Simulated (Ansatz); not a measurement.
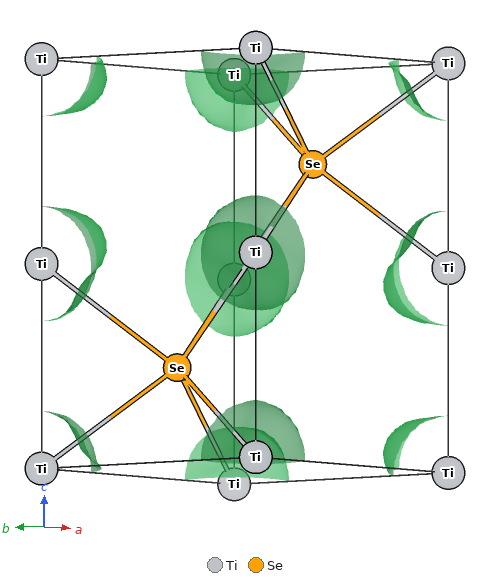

Figure 1: TiSe. Density of the Kohn–Sham states from −1.2 to 0.0 eV about the Fermi level (the filled states just under the Fermi level), scaled to one electron a cell: green surface at 0.03 1/Å³, in the conventional cell seen at an oblique angle.

Space group P6_3/mmc.

The calculation used DFT PBEsol, scalar-relativistic, plane waves, PAW in Ansatz 0.2.0.

Core electrons are frozen (PAW), so the fields are smoothed inside the atomic spheres.

Question: Describe these states.

Answer: Löwdin projections on the PAW files' atomic orbitals give Ti 3d (95 %). In space (atomic cells sized by Bader volumes) the density divides as Ti about 65 % and Se about 35 %. The two measures disagree here: the projection uses a minimal set of atomic orbitals, while the spatial cells share out diffuse density by volume.

Cost of the run: 11 s on 1 thread of Arm Neoverse N1 (shared host), peak memory 0.38 GiB.
